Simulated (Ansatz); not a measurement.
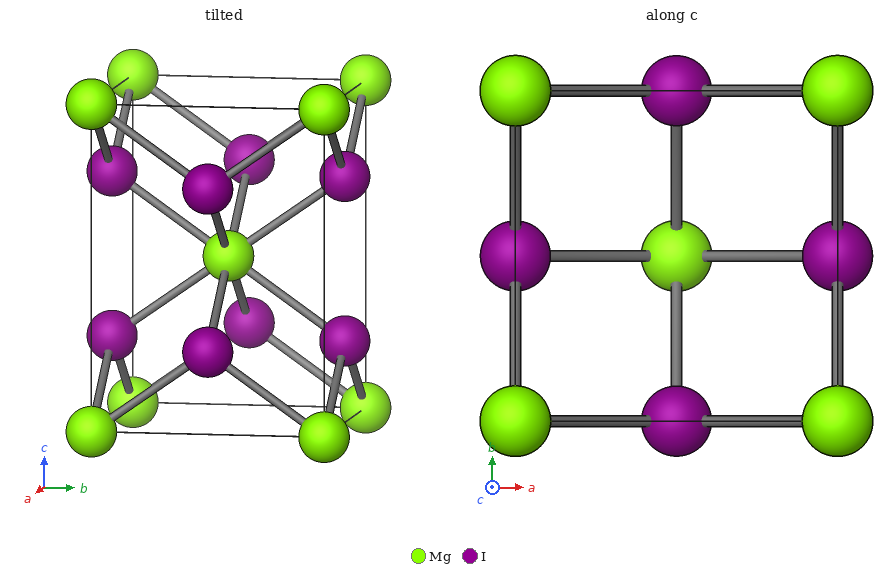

This ball-and-stick model is shown slightly off an axis and along the c axis. The parallelepiped is the conventional unit cell.

MgI₂, space group Immm (No. 71), a = 5.244 Å, b = 5.379 Å, c = 7.511 Å, α = 90.00°, β = 90.00°, γ = 90.00°. Its origin is a structure type filled with these elements by a generator (whether the compound takes this form wasn't checked). The cell was then strained or its atoms displaced on purpose. A calculation with Ansatz used it as input.

This one geometry was computed with Ansatz (DFT, plane waves, PAW) at three levels of theory: r2SCAN, PBE and HSE06. It was relaxed with r2SCAN and then strained.

> How does the band gap change with the level of theory?

PBE: a gap of 0.62 eV, indirect; r2SCAN: a gap of 1.35 eV, indirect; HSE06: a gap of 1.44 eV, indirect.

> Collect the results in a table.

| level | cutoff (eV) | k-mesh of the run's cell | gap (eV) | pressure (GPa) |
| --- | --- | --- | --- | --- |
| r2SCAN | 500 | 6×6×6 | 1.35 | 0.0 |
| PBE | 420 | 6×6×6 | 0.62 | 0.2 |
| HSE06 | 420 | 4×4×4 | 1.44 | -0.4 |

Gaps are taken on the k-mesh or band path of each run.
